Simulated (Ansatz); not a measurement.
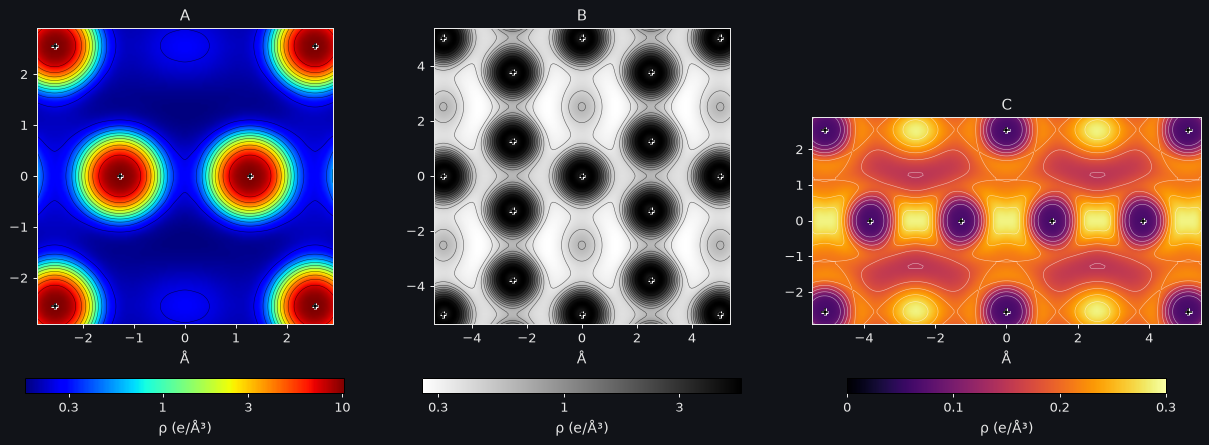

The valence charge density (pseudo) of 3 systems, each on a plane through atoms (crosses mark nuclei in the plane).

The calculation used DFT, PBEsol, plane waves (420 eV) with PAW, scalar-relativistic (Ansatz).

System 1: Ti, the (010) plane of the conventional cell. Space group Pm-3n; set up as Ti, A15; a generated structure, not necessarily the stable one; computed without spin polarisation.

```yaml
crystal:
  lattice:
    - [5.11750, 0.00000, 0.00000]
    - [0.00000, 5.11750, 0.00000]
    - [0.00000, 0.00000, 5.11750]
  atoms:
    - { symbol: Ti, position: [0.00000, 0.00000, 0.00000] }
    - { symbol: Ti, position: [0.50000, 0.50000, 0.50000] }
    - { symbol: Ti, position: [0.25000, 0.00000, 0.50000] }
    - { symbol: Ti, position: [0.75000, 0.00000, 0.50000] }
    - { symbol: Ti, position: [0.50000, 0.25000, 0.00000] }
    - { symbol: Ti, position: [0.50000, 0.75000, 0.00000] }
    - { symbol: Ti, position: [0.00000, 0.50000, 0.25000] }
    - { symbol: Ti, position: [0.00000, 0.50000, 0.75000] }
```

System 2: Al, the (001) plane of the conventional cell. Space group Pm-3n; set up as Al, A15; a generated structure, not necessarily the stable one.

System 3: W, the (001) plane of the conventional cell. Space group Pm-3n; set up as W, beta-W (A15).

```xyz
8
Lattice="5.0315 0.0000 0.0000 0.0000 5.0315 0.0000 0.0000 0.0000 5.0315" Properties=species:S:1:pos:R:3 pbc="T T T"
W     0.0000    0.0000    0.0000
W     2.5158    2.5158    2.5158
W     0.0000    2.5158    1.2579
W     0.0000    2.5158    3.7736
W     1.2579    0.0000    2.5158
W     3.7736    0.0000    2.5158
W     2.5158    3.7736    0.0000
W     2.5158    1.2579    0.0000
```

Question: Match each panel to its system.

Answer: Panel A is system 1, Ti: the plane holds Ti. Ti–Ti (2.56 Å): ρ is about 0.27 e/Å³ halfway. Panel B is system 3, W: the plane holds W. W–W (2.52 Å): ρ at the midpoint is about 0.61 e/Å³. Panel C is system 2, Al: the plane holds Al. Al–Al (2.55 Å): ρ is about 0.29 e/Å³ halfway.
